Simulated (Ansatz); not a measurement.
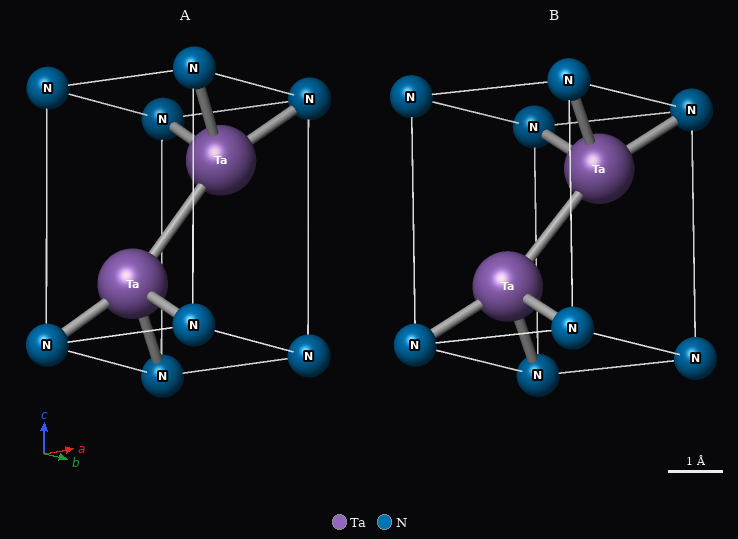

Two geometries of crystalline Ta2N (set up in P1), drawn at one scale. One is the start of a relaxation, the other its converged end. The picture is a ball-and-stick view of the reduced cell, seen from a free direction. Lengths and directions refer to the drawn axes.

Method: DFT PBE, scalar-relativistic, plane waves, PAW in Ansatz 0.2.0. (plane-wave cutoff 420 eV; k-point mesh 12 × 12 × 8; occupations gaussian; smearing width 0.15 eV; no spin polarisation; cell and atoms relaxed; force threshold 0.01 eV/Å; at most 80 steps)

Q: Which geometry has the lower energy?

A: Structure B is the relaxed one. Case: all atoms moved at random, sigma 0.02 Å for each component, cell strained at random, sigma 0.03; relaxed back. The largest move relative to the cell is that of the N atom, 0.023 Å along [−3 −1 0]. Largest moves by element: N 0.023 Å, Ta 0.021 Å. The drawn cell changes as follows: a 2.915 → 3.106 Å (+6.5 %), b 3.041 → 3.106 Å (+2.1 %), c 5.015 → 4.872 Å (−2.9 %), α 89.8° → 90.0°, β 87.5° → 90.0°, γ 64.0° → 60.0°; the volume changes by +2.0 %. Near-neighbour distances that change, for instance: Ta–Ta 2.915 → 3.106 Å, Ta–Ta 3.107 → 2.993 Å, Ta–Ta 3.143 → 3.057 Å, N–Ta 2.103 → 2.179 Å. Among the angles between lasting bonds that change: Ta–N–Ta 94.6° → 89.1°, Ta–N–Ta 86.5° → 90.9°, Ta–N–Ta 86.7° → 90.9°. The space group (tolerance 0.01 Å) goes from P1 (No. 1) to P-3m1 (No. 164). Over 5 accepted moves (7 points after the start) the energy falls by 88.7 meV per atom. The largest force component goes from 0.91 to 0.0041 eV/Å. Pressure: 8.12 GPa at the start and −0.03 GPa at the end. At 2 points the geometry stayed and the basis and grid were re-selected for the new cell (energy shift of 1.8 meV per atom at most each time).
